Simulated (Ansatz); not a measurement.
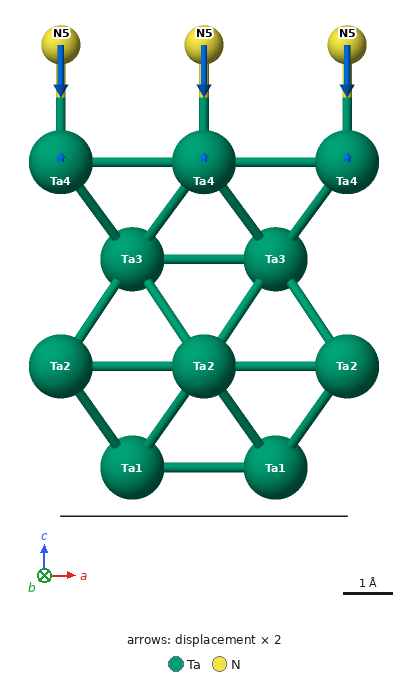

A constrained relaxation of a slab of composition Ta$_{4}$N (cut from the Fm-3m phase). The starting structure is drawn; blue arrows show the displacements, magnified 2 times.

A ball-and-stick model of the 2 × 3 repeat of the cell, outlined in the plane, without the vacuum, seen along the b axis.

Case: N put at a top Ta site. The slab is the (1 0 0) face of Ta with N on it. 2 atoms are held fixed.

Level of theory: DFT PBEsol, scalar-relativistic, plane waves, PAW (Ansatz 0.2.0).

Input
```yaml
crystal:
  lattice:
    - [2.9525883348, 0.0, 0.0]
    - [0.0, 2.9525883348, 0.0]
    - [0.0, 0.0, 25.2633857008]
  atoms:
    - { symbol: Ta, position: [0.5, 0.5, 0.3364552994] }
    - { symbol: Ta, position: [0.0, 0.0, 0.4190964489] }
    - { symbol: Ta, position: [0.5, 0.5, 0.5065613038] }
    - { symbol: Ta, position: [0.0, 0.0, 0.585864131] }
    - { symbol: "N", position: [0.0, 0.0, 0.6816549339] }
basis:
  ecutwfc: 420
kpoints:
  mp_grid: { grid: [10, 10, 1] }
hamiltonian:
  xc: pbesol
scf:
  occupations: { method: gaussian, width: 0.1 }
output:
  forces: true
  eigenvalues: true
  write_density: true
  write_potential: true
  elf: true
  volumetric_format: npy
relax:
  adjacent_minimum: "off"
  f_tol: 0.03
  max_steps: 70
  constraints: [{ sites: [0, 1] }]
efield:
  axis: 3
  dipole_correction: true
  ramp_width: 0.04
```

Command:
```bash
ansatz run input.yaml --threads 2 --pin off --max-ram 5120MiB --backend cpu --events-out ev --progress --plain --runs-dir out
```

> What happened in the run?

After 5 accepted moves (6 points after the start) the energy has fallen by 2.277 eV per cell of the calculation. Largest force component: 4.5 eV/Å at the start, 0.0058 eV/Å at the end. 1 step only repeated the SCF at the same geometry. N5 moves most: 0.55 Å along the normal (−c). Largest moves by element: N 0.55 Å, Ta 0.11 Å. The cell stays as it was. Among the contacts that change: Ta4–N5 2.420 → 1.767 Å, Ta3–Ta4 2.894 → 2.994 Å, Ta2–Ta3 3.040 → 3.014 Å. Cost: 28 s on 2 threads of Intel(R) Xeon(R) 6975P-C (Granite Rapids) (shared host), peak memory 0.55 GiB.

Limits of the set-up: the cell has an odd number of electrons but was run without spin polarisation; the periodic images lie only 3.0 Å apart, so the values are limited by the cell's size.
